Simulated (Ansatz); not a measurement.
# SrO (Fm-3m): converging a phonon calculation

How do the frequencies of SrO (Fm-3m) move with q mesh, k mesh and cutoff?

Calculated with Ansatz 0.2.0; DFT LDA, scalar-relativistic, plane waves, PAW.

The database entry behind the starting cell differs from later determinations by our own check (about 0.5 % short), so it need not match the best structure at ambient conditions.

### Step 1. Set-up

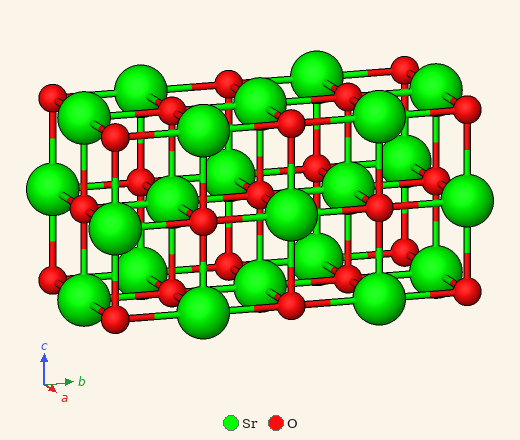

Start, viewed slightly off an axis; strontium green, oxygen red. 1×2×1 cells are drawn. This picture shows the conventional cell, with its axes. Some periodic images of atoms are drawn too.

### Step 2. Relaxing to small forces for the phonons

Phonons need a cell at rest on their own settings, so the relaxation is repeated with tight tolerances on forces and stress on the k mesh and occupations of the first response run.

input.yaml

```yaml
crystal:
  lattice:
    - [0.0, 2.5321974968, 2.5321974968]
    - [2.5321974968, 0.0, 2.5321974968]
    - [2.5321974968, 2.5321974968, 0.0]
  atoms:
    - { symbol: Sr, position: [0.5, 0.5, 0.5] }
    - { symbol: O, position: [0.0, 0.0, 0.0] }
kpoints:
  mp_grid: { grid: [8, 8, 8] }
hamiltonian:
  xc: lda
scf:
  occupations: { method: fixed }
output:
  forces: true
  stress: true
  eigenvalues: true
relax:
  adjacent_minimum: "off"
  f_tol: 0.001
  max_steps: 60
  cell: { stress_tol: 0.01 }
```

Launch:

```bash
$ ansatz run input.yaml --threads 4 --pin off --max-ram 7168MiB --backend cpu --events-out ev --progress --plain --runs-dir out
```

Numbers of over 12 decimals in the logs are rounded to 6 here.

Log:

```text
Engine: ansatz 0.2.0, aarch64-unknown-linux-gnu
Pseudopotentials: kind: paw
Pseudopotential: Sr, paw, valence charge 10, recommended cutoff 420 eV (normal), Sr.paw.azcp
Pseudopotential: O, paw, valence charge 6, recommended cutoff 420 eV (normal), O.paw.azcp
Functional definition: SPW92
  exchange = slater_x
  correlation = pw_c
Crystal: 2 atoms, lattice volume = 32.473 Å³
Basis set: ecut = 420 eV, 609 PW (Γ)
[...]
--- Relaxed structure (3 steps of the walk, 3 accepted, 1 SCFs on fresh bases) ---
  F+E_penalty+E_count = -4002.82893349 eV   max|allowed force component| = 4.832e-30 eV/Å   (the final SCF, on the basis selected at the relaxed cell)
  cell:  # Å, volume = 32.4699 Å³
    - [0, 2.532115, 2.532115]
    - [2.532115, 0, 2.532115]
    - [2.532115, 2.532115, 0]
  atoms:
    - { symbol: Sr, position: [0.5, 0.5, 0.5] }
    - { symbol: O, position: [0, 0, 0] }
[key lines of the parts left out:]
SCF converged after 5 iterations
Free energy (F): -4002.828933 eV
Fermi energy:    8.034095 eV
P = ⅓ Tr σ = -0.0001 GPa (-0.001 kbar)
```

It took 3 s on 4 threads of Arm Neoverse N1, shared host; peak memory 0.27 GiB; 6.9 s of CPU time.

Little changed from the start: no atom moved by 0.005 Å and no cell edge by 0.1 %.

This step gave:

```yaml
pressure: -6.85e-5 GPa
gap_on_the_k_mesh: 3.123 eV
volume_per_atom: 16.23 Å³
direct_gap_on_mesh: 3.162 eV
```

The forces vanish by symmetry and the pressure is 0.000 GPa, within the tolerances set. The cell now holds 16.23 Å³/atom.

### Step 3. The dispersion

Stability and thermal properties need the whole zone. Linear response on a 4×4×4 q mesh gives force constants as far as a supercell of that size would, and the tensors from the zone-centre run are typed in so that the long-range dipole term is interpolated apart.

input.yaml

```yaml
crystal:
  lattice:
    - [0.0, 2.5321152066, 2.5321152066]
    - [2.5321152066, 0.0, 2.5321152066]
    - [2.5321152066, 2.5321152066, 0.0]
  atoms:
    - { symbol: Sr, position: [0.5, 0.5, 0.5] }
    - { symbol: O, position: [0.0, 0.0, 0.0] }
kpoints:
  mp_grid: { grid: [8, 8, 8] }
hamiltonian:
  xc: lda
scf:
  occupations: { method: fixed }
output:
  eigenvalues: true
phonons:
  method: dfpt
  qmesh: [4, 4, 4]
  temperatures: { t_max: 1000, t_step: 50 }
  qpath:
    path:
      - [[0.0, 0.0, 0.0], [0.5, 0.0, 0.5], [0.625, 0.25, 0.625]]
      - [[0.375, 0.375, 0.75], [0.0, 0.0, 0.0], [0.5, 0.5, 0.5], [0.5, 0.25, 0.75], [0.5, 0.0, 0.5]]
    npoints: 10
  non_analytic_term:
    high_frequency_dielectric_tensor: [[3.8755, 0.0, 0.0], [0.0, 3.8755, 0.0], [0.0, 0.0, 3.8755]]
    born_effective_charges:
      - { species: Sr, tensor: [[2.4728, 0.0, 0.0], [0.0, 2.4728, 0.0], [0.0, 0.0, 2.4728]] }
      - { species: O, tensor: [[-2.4728, 0.0, 0.0], [0.0, -2.4728, 0.0], [0.0, 0.0, -2.4728]] }
    source: "zone-centre run at this cell"
```

Log:

```text
[...]
Crystal: 2 atoms, lattice volume = 32.470 Å³
Basis set: ecut = 420 eV, 609 PW (Γ), exchange–correlation on 48×48×48 points (8 copies of the dense FFT grid, shifted against one another)
Bands: 12, of which v1, the nominal top of the filled ones, is band 8 counted from 1 (7 counted from 0)
Symmetry: 48 space group operations
k-points: 29 of 512
[...]
SCF iter   1: F=—  HF=-4002.849000 eV  |F-HF|=—  |Δ(HF+E_count)|=         —  Δρ=1.65e-2  dr2=8.94e-2  ethr=1.77e-3  ⟨swp⟩=5.9  Hψ=2274  notcnv=0  defer=51
[...]
SCF iter   8: F=-4002.828935 eV  HF=-4002.828935 eV  |F-HF|=3.18e-12  |Δ(HF+E_count)|=  1.52e-10  Δρ=1.13e-7  dr2=4.29e-12  ethr=1.00e-12  ⟨swp⟩=9.3  Hψ=2337  notcnv=0
SCF 1 converged in 8 iterations: F = -4002.828935 eV  dr2 = 4.29e-12
[...]
NSCF: frozen V_eff on 29 k-points
[...]
DFPT response loops at q = (0, 0, 0) (fractional): preconditioner auto → none (the input reference at scf.mixing.eps_inf says where Resta's filter doesn't serve); β = 0.50; Broyden in place of MSR1
[...]
SCF converged after 8 iterations
Free energy (F): -4002.828935 eV
[...]
Internal energy: -4002.828935 eV  (E = F + TS)
E sigma→0 (E₀):  -4002.828935 eV
Fermi energy:    8.034097 eV
[...]
--- Band table (eV; the first three rows and the last of 29) ---
  k-point 0: bands = [... 4 lower, -5.5111, 8.0341, 8.0341, 8.0341, 12.1774, 14.2989, 14.2989, 14.2989]
  k-point 1: bands = [... 4 lower, -5.1700, 7.5539, 7.8205, 7.8205, 12.9027, 14.1211, 14.6221, 14.6221]
  k-point 2: bands = [... 4 lower, -4.6758, 6.6783, 7.3631, 7.3631, 14.0672, 14.4653, 15.5064, 15.5064]
  k-point 28: bands = [... 4 lower, -4.8859, 6.8329, 7.6677, 7.6677, 14.0805, 14.0805, 17.0523, 19.6526]
--- Phonons (Γ-DFPT): 2 representative perturbations + reference (Σ response iterations 6) ---
  ASR residual: 9.142e-5 → 0.000e0 eV/Å²; symmetrization residual: 1.660e-6 eV/Å²
  ASR residual per site (eV/Å²): 9.14e-5 8.87e-5
  Γ frequencies (cm⁻¹): 0.00 0.00 0.00 215.58 215.58 215.58
--- Phonons (arbitrary-q DFPT): 8 irreducible q on the 4×4×4 mesh ---
  q = [0.0000, 0.0000, 0.0000] (star 1, of the zone-centre solve; hermiticity 1.44e-6, symmetrization 2.23e-14): -0.00 -0.00 0.00 215.58 215.58 215.58
  q = [0.0000, 0.0000, 0.2500] (star 8, 2 solved perturbations on 288 of 512 k-point pairs; hermiticity 2.62e-7, symmetrization 5.68e-9): 84.50 84.50 155.94 253.45 253.45 458.60
[...]
q = [0.0000, 0.2500, 0.2500] (star 6, 4 solved perturbations in 528 linear systems a pass and spin channel, the states on 164 of 512 k-point pairs; hermiticity 3.16e-7, symmetrization 1.09e-8): 91.39 91.39 162.97 237.31 237.31 416.43
[...]
sum rule: each row above includes the acoustic sum rule's correction from the zone centre's row sums; it moved no ω² by more than (1.23 cm⁻¹)²
  mesh force constants: q→R imaginary residual 1.43e-18; ASR residual 9.142e-5 → 0.000e0 eV/Å²; symmetrization residual 4.441e-15 eV/Å²
  interpolated dispersion: 63 rows × 6 modes
  density of states and harmonic sums: on the 24×24×24 q-mesh, interpolated from the force constants of a 4×4×4 supercell (with the dipole–dipole term of supplied tensors)
  largest difference from the sums on the solved wave vectors: F 1.02e-2 eV, S 1.42e-5 and C_V 3.98e-6 eV/K
  zero-point energy: 0.084220 eV/cell   skipped modes (ω ≤ 0): 3   left out of the sums: 3.62e-5 of the cell's modes: C_V's classical limit lies that fraction below 3 k_B per atom; for a crystal, a wire or a layer, F and S can be off by more, and a phonons.interpolated_qmesh denser along its periods is the remedy for the sampling
```

Elapsed: 60 s, on 4 threads; peak memory 0.72 GiB; 3.8 min of CPU time.

This step gave:

```yaml
sum_rule_residual_before_enforcement: 9.14e-5 eV/Å²
lowest_frequency_on_the_path: 0 cm⁻¹
point_group: m-3m
highest_frequency_on_the_path_or_at_a_solved_wavevector: 472.5 cm⁻¹
mean_frequency: 226.4 cm⁻¹
debye_temperature_second_moment: 460 K
logarithmic_mean_frequency: 203.7 cm⁻¹
highest_optical_mode_at_the_zone_centre_no_lo_to_term: 215.6 cm⁻¹
lowest_optical_zone_centre_mode: 215.6 cm⁻¹
lowest_mode_on_the_q_mesh_acoustic_modes_at_gamma_apart: 84.5 cm⁻¹
zero_point_energy_per_atom: 42.11 meV
heat_capacity_at_300_k: 22.33 J/(mol atoms K)
vibrational_entropy_at_300_k: 26.91 J/(mol atoms K)
```

Frequencies (cm⁻¹) solved at each irreducible wavevector; negative means imaginary. Frequencies by wavevector, by row:

```
q in reciprocal lattice units  star  mode 1  mode 2  mode 3  mode 4  mode 5  mode 6
                        0 0 0     1       0       0       0   215.6   215.6   215.6
                     0 0 0.25     8    84.5    84.5   155.9   253.4   253.4   458.6
                     0 0 -0.5     4   110.8   110.8   234.8   285.8   285.8   436.6
                  0 0.25 0.25     6    91.4    91.4     163   237.3   237.3   416.4
                  0 0.25 -0.5    24   120.6   144.5   200.6   264.7   285.1   375.4
                 0 0.25 -0.25    12   110.5   140.3   194.6   267.3   280.5   413.4
                  0 -0.5 -0.5     3   126.1   126.1   197.8   242.4   242.4   310.7
              0.25 -0.5 -0.25     6   151.5   171.3   171.3   283.4   283.4   326.6
```

Interpolated from a 4×4×4 q mesh, with the LO-TO term (at Γ the limit along the path; where Γ stands inside the path, tables give the limit on arrival). The phonon branches at the labelled points (cm⁻¹):

```
    point  branch 1  branch 2  branch 3  branch 4  branch 5  branch 6
        Γ         0         0         0       216       216       472
        X       126       126       198       242       242       311
        U       127       173       184       263       298       332
jump to K       127       173       184       263       298       332
        Γ         0         0         0       216       216       472
        L       111       111       235       286       286       437
        W       152       171       171       283       283       327
        X       126       126       198       242       242       311
```

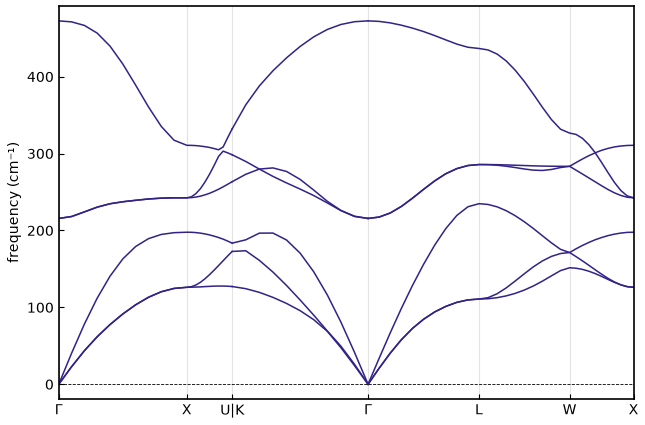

Phonon branches along the path.

Symmetry leaves 8 wavevectors to solve. The lowest mode among them, the acoustic zeros apart, lies at q = (0, 0, 0.25) and is real, 84.5 cm⁻¹.

### Step 4. Another q mesh, q mesh 2×2×2

The q mesh is changed to 2×2×2, to see how far the force constants must reach.

input.yaml, as its differences from that of step 3:

```diff
@@ -18,3 +18,3 @@
   method: dfpt
-  qmesh: [4, 4, 4]
+  qmesh: [2, 2, 2]
   temperatures: { t_max: 1000, t_step: 50 }
```

Log:

```text
[...]
Crystal: 2 atoms, lattice volume = 32.470 Å³
Basis set: ecut = 420 eV, 609 PW (Γ), exchange–correlation on 48×48×48 points (8 copies of the dense FFT grid, shifted against one another)
Bands: 12, of which v1, the nominal top of the filled ones, is band 8 counted from 1 (7 counted from 0)
Symmetry: 48 space group operations
k-points: 29 of 512
[...]
SCF iter   1: F=—  HF=-4002.849000 eV  |F-HF|=—  |Δ(HF+E_count)|=         —  Δρ=1.65e-2  dr2=8.94e-2  ethr=1.77e-3  ⟨swp⟩=5.9  Hψ=2274  notcnv=0  defer=51
[...]
SCF iter   8: F=-4002.828935 eV  HF=-4002.828935 eV  |F-HF|=3.18e-12  |Δ(HF+E_count)|=  1.52e-10  Δρ=1.13e-7  dr2=4.29e-12  ethr=1.00e-12  ⟨swp⟩=9.3  Hψ=2337  notcnv=0
SCF 1 converged in 8 iterations: F = -4002.828935 eV  dr2 = 4.29e-12
[...]
SCF converged after 8 iterations
Free energy (F): -4002.828935 eV
[...]
Internal energy: -4002.828935 eV  (E = F + TS)
E sigma→0 (E₀):  -4002.828935 eV
Fermi energy:    8.034097 eV
[...]
--- Band table (eV; the first three rows and the last of 29) ---
  k-point 0: bands = [... 4 lower, -5.5111, 8.0341, 8.0341, 8.0341, 12.1774, 14.2989, 14.2989, 14.2989]
  k-point 1: bands = [... 4 lower, -5.1700, 7.5539, 7.8205, 7.8205, 12.9027, 14.1211, 14.6221, 14.6221]
  k-point 2: bands = [... 4 lower, -4.6758, 6.6783, 7.3631, 7.3631, 14.0672, 14.4653, 15.5064, 15.5064]
  k-point 28: bands = [... 4 lower, -4.8859, 6.8329, 7.6677, 7.6677, 14.0805, 14.0805, 17.0523, 19.6526]
[...]
ASR residual: 9.142e-5 → 0.000e0 eV/Å²; symmetrization residual: 1.660e-6 eV/Å²
  ASR residual per site (eV/Å²): 9.14e-5 8.87e-5
  Γ frequencies (cm⁻¹): 0.00 0.00 0.00 215.58 215.58 215.58
--- Phonons (arbitrary-q DFPT): 3 irreducible q on the 2×2×2 mesh ---
[...]
interpolated dispersion: 63 rows × 6 modes
[...]
```

Run time: 13 s. Hardware: 4 threads; peak memory 0.47 GiB.

This step gave:

| Quantity | Value |
| --- | --- |
| mean frequency | 225.7 cm⁻¹ |
| Debye temperature (second moment) | 457 K |
| logarithmic mean frequency | 203.8 cm⁻¹ |
| lowest mode on the q mesh (acoustic modes at Γ apart) | 110.8 cm⁻¹ |
| zero-point energy per atom | 41.98 meV |
| heat capacity at 300 K | 22.35 J/(mol atoms K) |
| vibrational entropy at 300 K | 26.88 J/(mol atoms K) |

Frequencies (cm⁻¹) solved at each irreducible wavevector; negative means imaginary. Frequencies by wavevector, by row:

```
q in reciprocal lattice units  star  mode 1  mode 2  mode 3  mode 4  mode 5  mode 6
                        0 0 0     1       0       0       0   215.6   215.6   215.6
                     0 0 -0.5     4   110.8   110.8   234.8   285.8   285.8   436.6
                  0 -0.5 -0.5     3   126.1   126.1   197.8   242.4   242.4   310.7
```

Interpolated from a 2×2×2 q mesh, rough between the solved points, with the LO-TO term (at Γ the limit along the path; where Γ stands inside the path, tables give the limit on arrival). Phonon branches along the path, in cm⁻¹:

```
    point  branch 1  branch 2  branch 3  branch 4  branch 5  branch 6
        Γ         0         0         0       216       216       472
        X       126       126       198       242       242       311
        U       122       171       186       254       306       310
jump to K       122       171       186       254       306       310
        Γ         0         0         0       216       216       472
        L       111       111       235       286       286       437
        W       145       172       172       278       295       295
        X       126       126       198       242       242       311
```

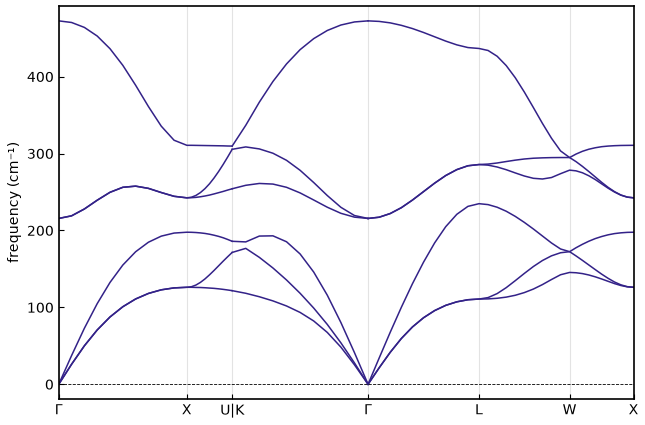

Phonon branches along the path.

The mean frequency is 225.7 cm⁻¹, -0.7 cm⁻¹ against the base run.

The highest branch reaches 472 cm⁻¹ on this path, at Γ. No branch goes imaginary on this path.

### Step 5. Another q mesh, k-mesh 9×9×9, q mesh 3×3×3

The q mesh is changed to 3×3×3, to see how far the force constants must reach; the k mesh is 9×9×9, against 8×8×8 in the base run, so that the q mesh divides it.

input.yaml, as its differences from that of step 4:

```diff
@@ -9,3 +9,3 @@
 kpoints:
-  mp_grid: { grid: [8, 8, 8] }
+  mp_grid: { grid: [9, 9, 9] }
 hamiltonian:
@@ -18,3 +18,3 @@
   method: dfpt
-  qmesh: [2, 2, 2]
+  qmesh: [3, 3, 3]
   temperatures: { t_max: 1000, t_step: 50 }
```

Log:

```text
[...]
Crystal: 2 atoms, lattice volume = 32.470 Å³
Basis set: ecut = 420 eV, 609 PW (Γ), exchange–correlation on 48×48×48 points (8 copies of the dense FFT grid, shifted against one another)
Bands: 12, of which v1, the nominal top of the filled ones, is band 8 counted from 1 (7 counted from 0)
Symmetry: 48 space group operations
k-points: 35 of 729
[...]
k-point 34: bands = [... 4 lower, -4.8857, 6.8229, 7.5496, 7.6772, 13.6045, 14.6878, 17.1003, 19.3321]
[...]
ASR residual: 7.505e-5 → 0.000e0 eV/Å²; symmetrization residual: 1.405e-6 eV/Å²
  ASR residual per site (eV/Å²): 5.44e-5 7.51e-5
  Γ frequencies (cm⁻¹): 0.00 0.00 0.00 215.62 215.62 215.62
--- Phonons (arbitrary-q DFPT): 4 irreducible q on the 3×3×3 mesh ---
[...]
interpolated dispersion: 63 rows × 6 modes
[...]
[key lines of the parts left out:]
SCF converged after 8 iterations
Free energy (F): -4002.829075 eV
Fermi energy:    8.034101 eV
```

Wall time 36 s (4 threads); peak memory 0.62 GiB.

Frequencies (cm⁻¹) solved at each irreducible wavevector; negative means imaginary. Frequencies by wavevector, by row:

```
q in reciprocal lattice units  star  mode 1  mode 2  mode 3  mode 4  mode 5  mode 6
                        0 0 0     1       0       0       0   215.6   215.6   215.6
                   0 0 0.3333     8    99.4    99.4   196.4   270.3   270.3   449.1
              0 0.3333 0.3333     6   110.3   110.3   185.7   241.7   241.7   374.3
             0 0.3333 -0.3333    12   123.5   172.8   188.6   273.8   288.5   363.8
```

The mean frequency is 226.2 cm⁻¹, -0.2 cm⁻¹ against the base run, whose k mesh differs too.

### Step 6. Another q mesh, k-mesh 12×12×12, q mesh 6×6×6

The q mesh is changed to 6×6×6, to see how far the force constants must reach; the k mesh is 12×12×12, against 8×8×8 in the base run, so that the q mesh divides it.

input.yaml, as its differences from that of step 5:

```diff
@@ -9,3 +9,3 @@
 kpoints:
-  mp_grid: { grid: [9, 9, 9] }
+  mp_grid: { grid: [12, 12, 12] }
 hamiltonian:
@@ -18,3 +18,3 @@
   method: dfpt
-  qmesh: [3, 3, 3]
+  qmesh: [6, 6, 6]
   temperatures: { t_max: 1000, t_step: 50 }
```

Log:

```text
[...]
Crystal: 2 atoms, lattice volume = 32.470 Å³
Basis set: ecut = 420 eV, 609 PW (Γ), exchange–correlation on 48×48×48 points (8 copies of the dense FFT grid, shifted against one another)
Bands: 12, of which v1, the nominal top of the filled ones, is band 8 counted from 1 (7 counted from 0)
Symmetry: 48 space group operations
k-points: 72 of 1728
[...]
k-point 71: bands = [... 4 lower, -4.8859, 6.8329, 7.6677, 7.6677, 14.0805, 14.0805, 17.0523, 19.6526]
[...]
ASR residual: 3.984e-5 → 0.000e0 eV/Å²; symmetrization residual: 1.897e-6 eV/Å²
  ASR residual per site (eV/Å²): 2.34e-5 3.98e-5
  Γ frequencies (cm⁻¹): 0.00 0.00 0.00 215.61 215.61 215.61
--- Phonons (arbitrary-q DFPT): 16 irreducible q on the 6×6×6 mesh ---
[...]
interpolated dispersion: 63 rows × 6 modes
[...]
[key lines of the parts left out:]
SCF converged after 8 iterations
Free energy (F): -4002.828983 eV
Fermi energy:    8.034075 eV
```

Elapsed: 9.5 min, on 4 threads; peak memory 1.6 GiB.

The mean frequency is 226.4 cm⁻¹, +0.0 cm⁻¹ against the base run, whose k mesh differs too.

[end of part 1 of 4]

[Logs are printed without paths, hosts, clocks, repeated set-up lines and the standing remarks that a program may print on its own settings, such as how far it seeks lower states.]

[Hosts, paths, dates, database ids (printed as entryN), source tags and the programs' standing remarks are cut or masked in the printed files.]
